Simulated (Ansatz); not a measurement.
```
CELL_PARAMETERS angstrom
5.46200 0.00000 0.00000
0.00000 5.46200 0.00000
0.00000 0.00000 5.46200
ATOMIC_POSITIONS crystal
Ca 0.00000 0.00000 0.00000
Ca 0.50000 0.50000 0.00000
Ca 0.50000 0.00000 0.50000
Ca 0.00000 0.50000 0.50000
F 0.25000 0.25000 0.25000
F 0.75000 0.75000 0.25000
F 0.75000 0.25000 0.75000
F 0.25000 0.75000 0.75000
F 0.75000 0.25000 0.25000
F 0.25000 0.75000 0.25000
F 0.25000 0.25000 0.75000
F 0.75000 0.75000 0.75000
```

Space group Fm-3m.

These are results of DFT r2SCAN, scalar-relativistic, plane waves, PAW (Ansatz 0.2.0), not measurements.

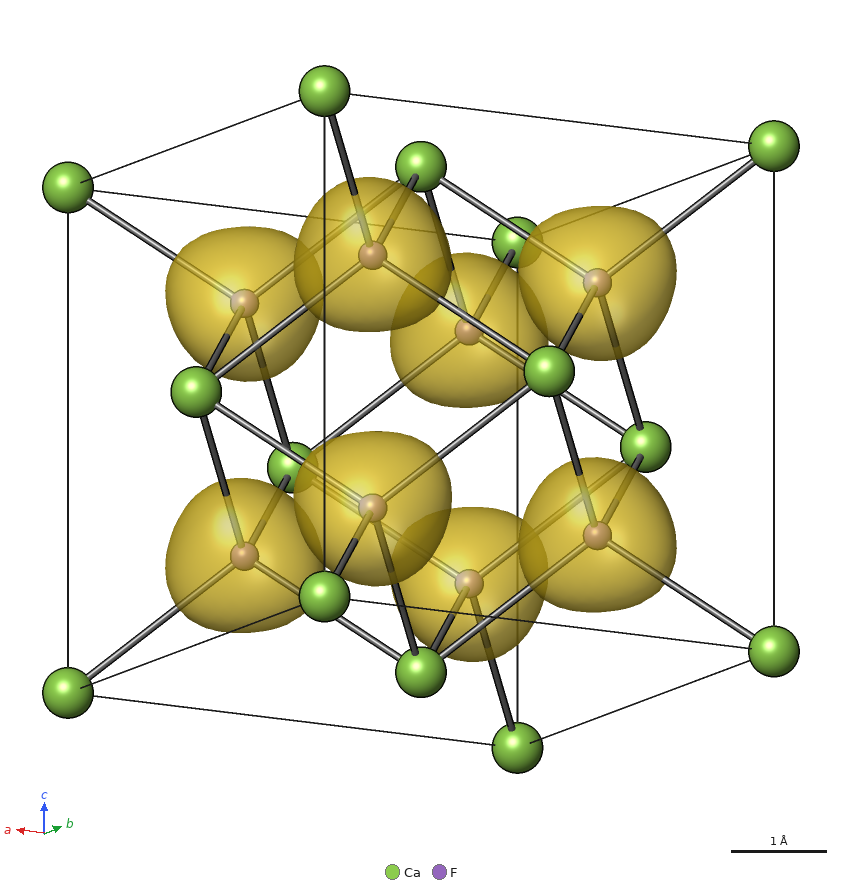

CaF₂. Deformation density (self-consistent density less superposed neutral spherical atoms): yellow surfaces at +0.06, none at −0.06 e/Å³, in the conventional cell seen at an oblique angle (the regions close to the nuclei are left out). Cores are masked to 1.0 Å (Ca) and 0.6 Å (F).

Core electrons are frozen (PAW), so the fields are smoothed inside the atomic spheres.

Where does charge go when the atoms form this crystal?

Answer. Ca–F (2.37 Å): Δρ is about zero at the midpoint (close to a masked core, so read it with care). Over the whole cell, outside the masked cores, the largest gain lies at the edge of the masked core of F, and the largest loss, 0.04 e/Å³, lies 1.5 Å from a calcium nucleus and 1.9 Å from a fluorine one. The rearranged charge, half the integral of |Δρ|, is about 0.24 e an atom. Bader charges: Ca +1.70 and F −0.85 e.

Cost of the run: 14 s on 1 thread of Arm Neoverse V1 (shared host), peak memory 0.42 GiB.
